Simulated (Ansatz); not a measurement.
Here is a crystal structure:

```
CELL_PARAMETERS angstrom
3.54553 0.00000 0.00000
0.00000 3.54553 0.00000
0.00000 0.00000 3.54553
ATOMIC_POSITIONS crystal
Mg 0.00000 0.00000 0.00000
Mg 0.50000 0.50000 0.50000
```

What crystal do these data define?

The element is magnesium. Its lattice is body-centred cubic, its space group Im-3m (No. 229). Among the common structure types it is body-centred cubic (W type). The cell holds two atoms. The neighbours of Mg are eight Mg in a cubic arrangement at 3.07 Å. The bonds build a three-dimensional framework.

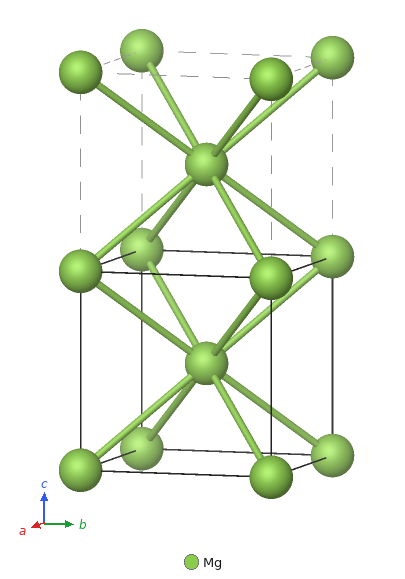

Drawn in the ball-and-stick manner and seen slightly off an axis. A 1×1×2 array of cells is drawn; the conventional unit cell has the solid edges.

Provenance: a structure listed in the Materials Project. Earlier steps of the study may have refined or changed the cell and positions. Ansatz was used for an electronic-structure calculation on it.
